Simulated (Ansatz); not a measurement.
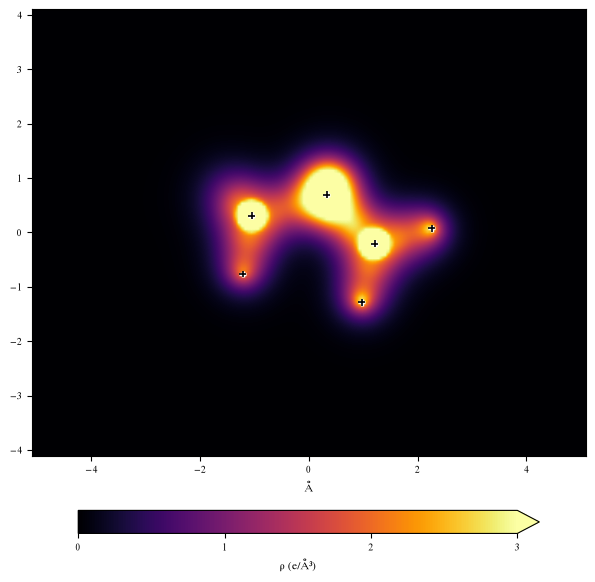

The electron density on a plane through atoms (crosses mark nuclei in the plane).

The calculation used RKS PBE0-D4/def2-TZVPP (Ansatz 0.2.0).

Candidates:
A. C₂H₇NSi (SMILES C=NC[SiH3])
B. C₄H₆O₂ (SMILES O=C1CCCO1)
C. CH₃Cl₂GaS (SMILES C[S][Ga]([Cl])[Cl])

> Which system is this?

Candidate A: C₂H₇NSi on the plane of atoms N2, C1 and H6, which holds C, N and H. C–N (1.26 Å): ρ at the midpoint is about 3 e/Å³. C–H (1.09 Å): ρ is about 2.1 e/Å³ halfway.
